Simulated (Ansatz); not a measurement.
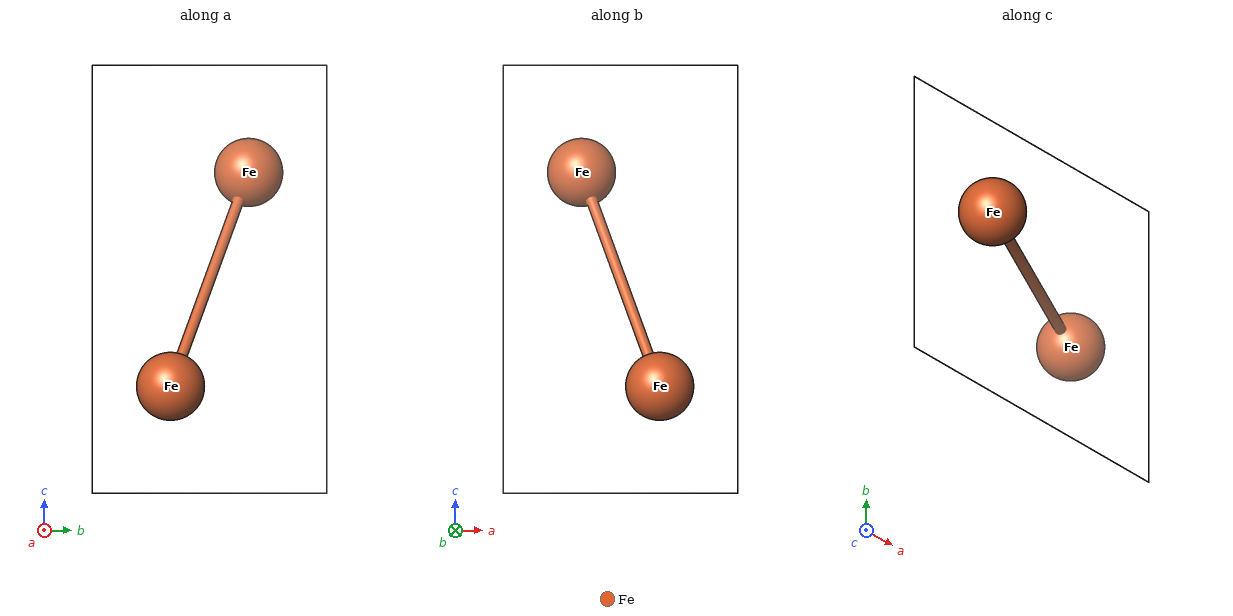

Figure: ball-and-stick view along the a axis, along the b axis and along the c axis. Thin lines show the conventional unit cell, with boundary atoms drawn in all their periodic places.

Lattice parameters: a = 2.4606 Å, b = 2.4606 Å, c = 3.8897 Å, α = 90.000°, β = 90.000°, γ = 120.000°.

Question: Set out the cell and atoms as a CIF with its space group and independent sites.

Answer:
```cif
data_structure
_symmetry_space_group_name_H-M 'P 63/m m c'
_symmetry_Int_Tables_number 194
_cell_length_a 2.4606
_cell_length_b 2.4606
_cell_length_c 3.8897
_cell_angle_alpha 90.000
_cell_angle_beta 90.000
_cell_angle_gamma 120.000
_cell_volume 20.40
loop_
_atom_site_label
_atom_site_type_symbol
_atom_site_symmetry_multiplicity
_atom_site_Wyckoff_symbol
_atom_site_fract_x
_atom_site_fract_y
_atom_site_fract_z
_atom_site_occupancy
Fe1 Fe 2 d 0.3333 0.6667 0.7500 1
```

The model was built from a structure type filled with this element by a generator (whether the element takes this form wasn't checked). The structure drawn was relaxed with Ansatz, DFT PBE, scalar-relativistic, plane waves, PAW.
